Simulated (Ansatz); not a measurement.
Band-structure calculation of CdTe

The run: band-structure calculation of CdTe (4 atoms in the cell). Method and program: DFT PBEsol, scalar-relativistic, plane waves, PAW, no spin polarisation (Ansatz 0.2.0).

The structure was made by a generator, so it may or may not be a known phase. Figures and captions count atoms from 1; the log counts them from 0 in places.

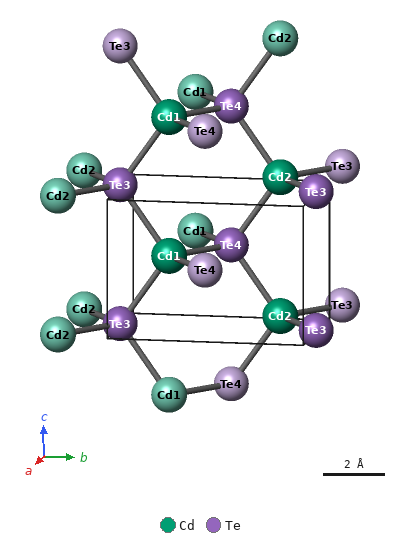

Fig. 1: The structure as given in the input (ball-and-stick view of the cell of the calculation, repeated 1 × 1 × 2, seen slightly off an axis; neighbours outside the cell are drawn fainter; atoms are numbered from 1 in the order of the input). Near neighbours in the crystal (not all of them lie inside the picture): Cd has 4 Te at 2.87 Å; Te has 4 Cd at 2.87 Å.

## The input
```yaml
crystal:
  lattice:
    - [4.65505113, -0.0540420018, 0.5019248557]
    - [-0.0915630346, 6.4321921779, 1.5416391686]
    - [-0.500395484, -1.0912811702, 4.5233814276]
  atoms:
    - { symbol: Cd, position: [0.8749589893, 0.2995741209, 0.5872097278] }
    - { symbol: Cd, position: [0.3750376681, 0.7995813247, 1.0873382966] }
    - { symbol: Te, position: [0.8750524833, 0.0495224723, 0.0871919367] }
    - { symbol: Te, position: [0.3749508593, 0.5495122419, 0.5873551188] }
basis:
  ecutwfc: 420
kpoints:
  mp_grid: { grid: [8, 6, 8] }
  band_path:
    path:
      - [[0.0, 0.0, 0.0], [0.5, -1.19e-06, 1.4e-07], [0.5, -3.25e-06, 0.50000014], [0.0, -2.07e-06, 0.5], [0.0, 0.0, 0.0], [0.0, -0.5, 0.0], [0.5, -0.50000119, 1.4e-07], [0.5, -0.50000325, 0.50000014], [0.0, -0.50000207, 0.5], [0.0, -0.5, 0.0]]
      - [[0.5, -1.19e-06, 1.4e-07], [0.5, -0.50000119, 1.4e-07]]
      - [[0.0, -2.07e-06, 0.5], [0.0, -0.50000207, 0.5]]
      - [[0.5, -3.25e-06, 0.50000014], [0.5, -0.50000325, 0.50000014]]
    npoints: 14
hamiltonian:
  xc: pbesol
scf:
  occupations: { method: gaussian, width: 0.02 }
  n_extra_bands: 10
output:
  forces: true
  stress: true
  eigenvalues: true
  populations: true
  dos: { projected: true, de: 0.02, nscf_kmesh: { grid: [12, 9, 12] } }
  bader: true
  write_density: true
  write_potential: true
  elf: true
  volumetric_format: npy
```

Run on 1 thread of Arm Neoverse V2, 24 GiB of memory available, shared host.

Run as:
```bash
ansatz run input.yaml --threads 1 --pin off --max-ram 2560MiB --backend cpu --events-out ev --progress --plain --runs-dir out
```

## The program's output
```
Warning: the atoms were moved onto the symmetric positions of the space group found under crystal.symmetry.tolerance 1.0e-5 (fractional; no operation is sought that the atoms, as they stand in a round, miss by more than twice it, and no atom is moved by as much as it), and the run uses the moved positions. Before a round's move an operation carried an atom to 6.95e-5 Å from where it should land, the largest such distance. Atom 2 (counting from 0) moved farthest, by 3.47e-5 Å; the longest move in fractions of the cell, of whichever atom, is 0.53 of the tolerance, in 1 round. To run the atoms as typed, lower crystal.symmetry.tolerance until the operations that they miss are no longer found, or set crystal.symmetry.detect: false (a key that needs symmetry detection or time reversal refuses this as the deck is read). The positions used, in the order of the run's atom list: position: [0.8749606606, 0.29957772280000006, 0.587209485575]; position: [0.3750393394, 0.7995777228, 1.087338054375]; position: [0.875050812, 0.049517357100000006, 0.08719217892500002]; position: [0.374949188, 0.5495173570999999, 0.587355361025]; The lattice was moved too: crystal.lattice misses the space group found at crystal.symmetry.tolerance 1.0e-5 in a digit that the deck types, which is why this is a warning: making the lattice exact moves one of its numbers by a whole unit of that number's last typed decimal, or more. The operation that it misses by the most changes a squared length by the fraction 6.75e-6. The run uses the lattice that is a stretch of the typed one, with no rotation, onto the one that keeps every operation to a double's rounding (on a very oblique basis the stretch itself rounds by more); the deck's lattice vector that moved farthest moved by 1.12e-5 Å. To run the lattice as typed, set crystal.symmetry.tolerance under 6.74e-6, the least fraction by which an operation that the lattice misses changes a squared length (the same key also sets how far an atom may lie from its image, so lowering it can lose operations that the atoms keep only within it), or set crystal.symmetry.detect: false, as for the atoms. crystal.lattice made exact, in Å and degrees: [[4.655051075461745, -0.054038170273202145, 0.5019257740326546], [-0.09155853396763461, 6.432189859231178, 1.5416491100656147], [-0.5003955786720359, -1.0912745191174655, 4.523383021718116]]. Pasted over the deck's crystal.lattice, beside positions in fractional coordinates, it runs the same cell (given as lengths and angles, that cell in the form's own orientation, a rigid turn of the misfit's size from the one run here, for which a checkpoint.post_process_only pass over this run's state can be refused: where this run relaxes nothing, give such a pass this deck's own crystal.lattice, as typed; behind a relaxation, as crystal.lattice, the state's own cell, identity.cell in its checkpoint.json), and a matrix so pasted ends this notice, except on a very skew basis of the lattice, where the rounding of the pasted numbers themselves can read as a misfit: the cell is then moved again, and that move is told again. The lattice as run is in this notice's lattice.as_run_ang field (Run.prep()["deck_notices"] in Python, the deck_notice line of an events file, deck_notices of ansatz run --dry-run=json, or deck_notices in record.json in the deck's checkpoint.write directory).
scf.n_extra_bands = 10 over 36 filled bands (N_el = 72.0): the run solves 46 bands
Engine: ansatz 0.2.0, aarch64-unknown-linux-gnu
Pseudopotentials: kind: paw
Pseudopotential: Cd, paw, valence charge 20, recommended cutoff 420 eV (normal), Cd.paw.azcp
Pseudopotential: Te, paw, valence charge 16, recommended cutoff 420 eV (normal), Te.paw.azcp
Functional definition: PBEsol
  exchange = pbesol_x
  correlation = pbesol_c
Crystal: 4 atoms, lattice volume = 144.956 Å³
Basis set: ecut = 420 eV, 2839 PW (Γ), exchange–correlation on 64×90×64 points (8 copies of the dense FFT grid, shifted against one another)
Bands: 46, of which v1, the nominal top of the filled ones, is band 36 counted from 1 (35 counted from 0)
Symmetry: 2 space group operations
Space group: P21 (ITA 4), of the structure as read, at distance tolerance 5.3e-5 Å
k-points: 136 of 384 (time reversal used)
Non-local potential: Cd, projectors of the file, l = 0: 3, l = 1: 2, l = 2: 2, l = 3: 1
Non-local potential: Te, projectors of the file, l = 0: 2, l = 1: 2, l = 2: 2, l = 3: 2
PAW form: soft (Blöchl's): semilocal exchange-correlation on the pseudo side does not see the compensation charge
PAW frozen core: Cd, regenerated for the run's functional, and the local potential with it (the file was generated under x = pbe(κ = 0.804, μ = 0.2195149727645171), c = pbe(β = 0.06672455060314922))
PAW frozen core: Te, regenerated for the run's functional, and the local potential with it (the file was generated under x = pbe(κ = 0.804, μ = 0.2195149727645171), c = pbe(β = 0.06672455060314922))
PAW one-centre angular grid: Cd, 590 points (default); XC on 64 Gauss nodes
PAW one-centre angular grid: Te, 590 points (default); XC on 64 Gauss nodes
Initial density: superposition of atomic densities (neutral atoms: chi_scale 0, normalization atom), corrected by the library's trained network
Initial wavefunctions: pseudopotential atomic-orbital guess
Functional: x = pbesol(κ = 0.804, μ = 0.12345679012345678), c = pbesol(β = 0.046)
SCF iter   1: F=—  HF=-30172.637062 eV  |F-HF|=—  |Δ(HF+E_count)|=         —  Δρ=3.71e-3  dr2=2.65e-2  ethr=1.77e-3  ⟨swp⟩=7.8  Hψ=26486  notcnv=0  defer=11
preconditioner: auto → Resta (q_TF=auto, 2.428 Å⁻¹)  ε∞=3.5  [insulator: Δε(μ)=0.443 eV  Ē_g=11.686 eV  σ=0.020 eV  W_gap=1.00  n_scr=36 (ndim 8)  ℏωp=18.5 eV  f_vac=0.207  D(μ)=0.00/eV (n_scr^D=0)  ε∞_Penn≈3.5]
SCF iter   2: F=—  HF=-30172.629778 eV  |F-HF|=—  |Δ(HF+E_count)|=   7.28e-3  Δρ=1.53e-3  dr2=6.31e-3  ethr=3.68e-5  ⟨swp⟩=2.6  Hψ=10850  notcnv=0  defer=470
SCF iter   3: F=—  HF=-30172.628929 eV  |F-HF|=—  |Δ(HF+E_count)|=   8.48e-4  Δρ=3.78e-4  dr2=3.59e-4  ethr=8.77e-6  ⟨swp⟩=2.0  Hψ=9124  notcnv=0  defer=470
SCF iter   4: F=—  HF=-30172.629121 eV  |F-HF|=—  |Δ(HF+E_count)|=   1.92e-4  Δρ=1.88e-4  dr2=8.64e-5  ethr=4.99e-7  ⟨swp⟩=2.5  Hψ=9942  notcnv=0  defer=470
SCF iter   5: F=—  HF=-30172.629204 eV  |F-HF|=—  |Δ(HF+E_count)|=   8.25e-5  Δρ=6.37e-5  dr2=1.12e-5  ethr=1.20e-7  ⟨swp⟩=2.0  Hψ=8234  notcnv=0  defer=470
SCF iter   6: F=—  HF=-30172.629225 eV  |F-HF|=—  |Δ(HF+E_count)|=   2.13e-5  Δρ=1.82e-5  dr2=5.07e-7  ethr=1.55e-8  ⟨swp⟩=2.0  Hψ=8234  notcnv=0  defer=470
SCF iter   7: F=-30172.629226 eV  HF=-30172.629226 eV  |F-HF|=2.10e-8  |Δ(HF+E_count)|=   1.22e-6  Δρ=3.90e-6  dr2=2.42e-8  ethr=1.39e-10  ⟨swp⟩=15.2  Hψ=46280  notcnv=0
SCF 1 converged in 7 iterations: F = -30172.629226 eV  dr2 = 2.42e-8
  greatest PAW one-centre occupation: 1.000 electrons in one spin orbital (limit 2), on the Cd atom at site 1 (counted from 0), in its partial waves of l = 0
```

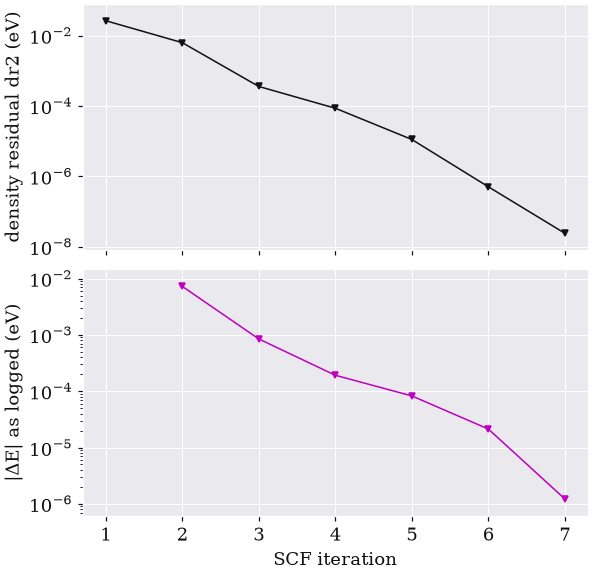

Fig. 2: Convergence of the self-consistent field: density residual dr2 and size of the energy change against the SCF iteration. The residual falls at every step.

```
NSCF: frozen V_eff on 172 k-points
NSCF: frozen V_eff on 370 k-points
SCF converged after 7 iterations
Free energy (F): -30172.629226 eV
Harris-Foulkes:  -30172.629226 eV  (|F-HF|=2.10e-8)
Internal energy: -30172.629226 eV  (E = F + TS)
E sigma→0 (E₀):  -30172.629226 eV
Fermi energy:    6.702657 eV
--- Per-component energies (eV) ---
  E_band       = -1637.601907
  E_kinetic    = 1369.172662
  E_local      = -11118.400478  (includes V_loc(G=0)·N_el)
  E_nonlocal   = -542.322882
  E_hartree    = 5571.756483
  E_xc         = -595.703821
  E_vxc        = -647.858775  (∫ρ·V_xc dr)
  E_paw        = -17198.175470  (= ΣΔE_a)
  E_vpaw       = -1841.715831  (= ΣTr[D̂ρ^β])
  E_aug_tail   = -0.000321  (compensation charges beyond the density's cutoff)
  E_ewald      = -7660.388949
  E_core_change = 1.433550  (= ΣΔE_core)
  E_smearing   = -0.000000  (= −TS)
  E_closure    = -0.000000  (closes the sum)
  Σ components = -30172.629226   (vs F -30172.629226, Δ=0.00e0)
--- Forces (eV/Å), atoms counted from 1 ---
  atom   1  Cd    -0.00019800     0.00062170    -0.00023737
  atom   2  Cd     0.00018272     0.00045168     0.00049463
  atom   3  Te    -0.00078269    -0.00077907     0.00083651
  atom   4  Te     0.00079797    -0.00029395    -0.00109369
  max |Σ_I F_I| component: 3.60e-7 eV/Å
--- Stress (GPa, compression-positive) ---
       -2.137893       0.000286      -0.002397
        0.000286      -2.117486      -0.000421
       -0.002397      -0.000421      -2.115979
  P = ⅓ Tr σ = -2.1238 GPa (-21.238 kbar)
--- Band table (eV; the first three rows and the last of 136) ---
  k-point 0: bands = ["-95.3824", "-95.3824", "-56.4749", "-56.4749", "-56.4747", "-56.4747", "-56.4747", "-56.4747", "-29.3939", "-29.3936", "-29.3935", "-29.3935", "-29.3932", "-29.3931", "-29.3874", "-29.3874", "-29.3873", "-29.3870", "-4.4122", "-3.9560", "-1.5859", "-1.5858", "-1.5857", "-1.4489", "-1.4486", "-1.4480", "-1.3648", "-1.3648", "-1.3389", "-0.9528", "2.4205", "4.7842", "4.7879", "6.4604", "6.4624", "6.4637", "6.9414", "9.0723", "9.0982", "11.0626", "11.0647", "11.0672", "13.6702", "14.8397", "15.2216", "15.2220"]
  k-point 1: bands = ["-95.3824", "-95.3824", "-56.4749", "-56.4749", "-56.4747", "-56.4747", "-56.4747", "-56.4747", "-29.3939", "-29.3936", "-29.3936", "-29.3935", "-29.3932", "-29.3931", "-29.3874", "-29.3873", "-29.3873", "-29.3870", "-4.3774", "-3.9570", "-1.5807", "-1.5767", "-1.5599", "-1.4688", "-1.4539", "-1.4275", "-1.3666", "-1.3640", "-1.3430", "-0.9350", "2.4501", "4.5247", "4.8599", "5.5409", "6.2777", "6.4211", "7.7447", "9.1431", "9.6515", "10.9101", "11.1415", "11.3268", "14.2209", "14.2244", "14.6668", "14.9446"]
  k-point 2: bands = ["-95.3824", "-95.3824", "-56.4749", "-56.4749", "-56.4747", "-56.4747", "-56.4747", "-56.4747", "-29.3937", "-29.3936", "-29.3935", "-29.3934", "-29.3932", "-29.3932", "-29.3874", "-29.3873", "-29.3873", "-29.3871", "-4.2855", "-3.9660", "-1.5660", "-1.5552", "-1.4888", "-1.4772", "-1.4693", "-1.4026", "-1.3705", "-1.3599", "-1.3530", "-0.9171", "2.5175", "4.1541", "4.4753", "5.0737", "5.7748", "6.2925", "8.5045", "9.3041", "10.8285", "10.8665", "11.3698", "11.8091", "13.5980", "13.7415", "13.9407", "14.3318"]
  k-point 135: bands = ["-95.3824", "-95.3824", "-56.4749", "-56.4749", "-56.4747", "-56.4747", "-56.4747", "-56.4747", "-29.3936", "-29.3936", "-29.3935", "-29.3935", "-29.3931", "-29.3931", "-29.3873", "-29.3873", "-29.3871", "-29.3871", "-3.9576", "-3.9576", "-1.4829", "-1.4829", "-1.4760", "-1.4760", "-1.3893", "-1.3893", "-1.3635", "-1.3635", "-0.8885", "-0.8885", "2.5356", "2.5356", "4.3573", "4.3573", "4.4929", "4.4929", "10.4650", "10.4650", "11.0730", "11.0730", "11.8733", "11.8733", "12.7107", "12.7107", "15.6590", "15.6590"]
--- Löwdin populations: 4 sites ---
  site symbol       q [e]
     0     Cd     18.8862
     1     Cd     18.8862
     2     Te     16.9000
     3     Te     16.9000
  spilling = 0.005939 (of n_electrons = 72.000000)
--- Bader charges: 4 sites ---
  site symbol  charge [e]  shift [e]
     0     Cd      0.4955     0.0004
     1     Cd      0.4956     0.0004
     2     Te     -0.4955     0.0004
     3     Te     -0.4956     0.0004
  estimated error of the sums over rays = 2.2e-4 e
```

## File populations.tsv
```
# site	symbol	l	j	q
# orbitals = lowdin
# n_electrons = 72.000000
# spilling = 0.005939
0	Cd	0_4S	-	1.996739
0	Cd	0_5S	-	0.905356
0	Cd	1_4P	-	5.999330
0	Cd	2_4D	-	9.984778
1	Cd	0_4S	-	1.996739
1	Cd	0_5S	-	0.905356
1	Cd	1_4P	-	5.999330
1	Cd	2_4D	-	9.984778
2	Te	0_5S	-	1.910542
2	Te	1_5P	-	4.990090
2	Te	2_4D	-	9.999377
3	Te	0_5S	-	1.910542
3	Te	1_5P	-	4.990090
3	Te	2_4D	-	9.999377
```

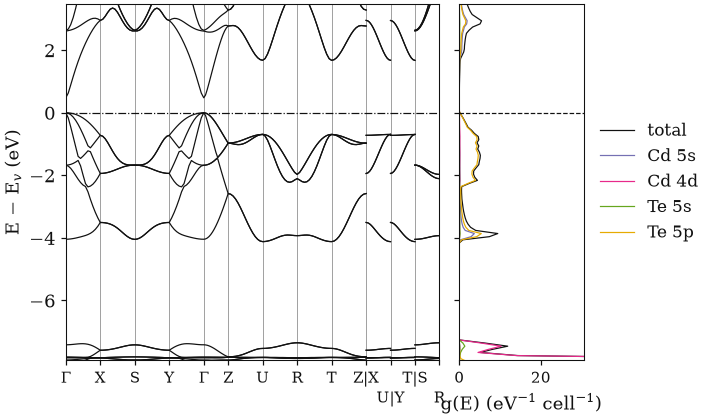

Fig. 3: Band structure along Γ–X–S–Y–Γ–Z–U–R–T–Z|X–U|Y–T|S–R and density of states (projected on Löwdin-orthogonalised atomic shells), with energies from the valence-band top. There is a gap of 0.48 eV on this path, direct, at Γ.

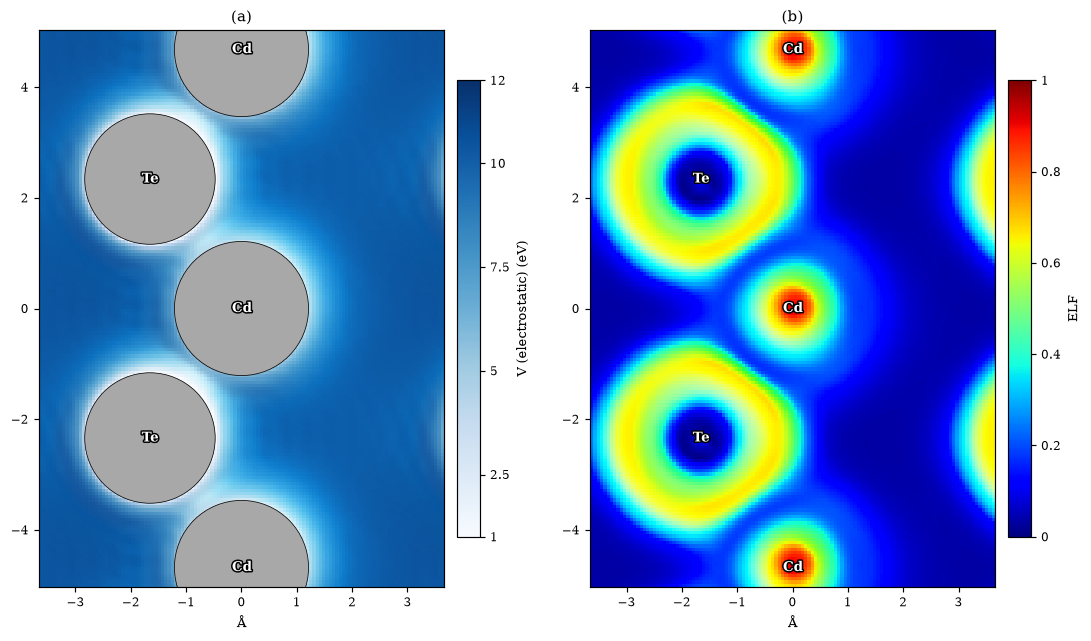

Fig. 4: (a) electrostatic potential (local pseudopotential plus Hartree) felt by an electron; (b) ELF on the (101) plane of the conventional cell. Grey discs, where drawn, cover atomic cores. The plane passes through Cd and Te nuclei. Cd–Te (2.87 Å): the ELF peaks at about 0.65 in the valence shell of Te, 1.2 Å from its nucleus, and drops to about 0.15 between the two atoms. The strong features right at Cd lie inside the PAW spheres (semicore, d or f shells) and say nothing about bonding. Outside the cores the potential energy rises away from the atoms and is highest about 2.8 Å from the nearest atoms; outside the discs it spans about 10 eV, and its zero is arbitrary. Core electrons are frozen (PAW), so the fields are smoothed inside the atomic spheres.

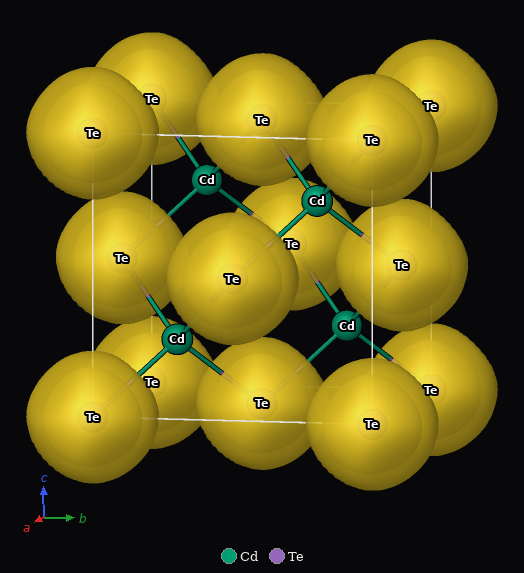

Fig. 5: Isosurface of the ELF at 0.6 (yellow), seen slightly off an axis. Only the valence region is drawn (cores and ρ < 0.01 e/Å³ removed). Sticks mark near contacts. The outline is the cell set on symmetry axes. Along the contacts the grid gives the following. Cd–Te (2.87 Å): the ELF peaks at about 0.65 in the valence shell of Te, 1.2 Å from its nucleus, and drops to about 0.15 between the two atoms.

## Results in brief

| quantity | value |
| --- | --- |
| outcome | converged |
| space group (tolerance 0.01 Å) | F-43m (216) |
| electrons treated | 72 |
| free energy | −30172.6292 eV |
| Fermi energy | 6.703 eV |
| gap on the k-point mesh | 0.48 eV |
| gap on the band path | 0.48 eV |
| pressure | −2.12 GPa |
| largest force (length of the vector) | 0.001 eV/Å |
| wall time | 5.2 min |
| peak memory | 1.5 GiB |

## Remarks

Warnings of the run: the structure was made exactly symmetric. Spin-orbit coupling is left out, which matters for Te.
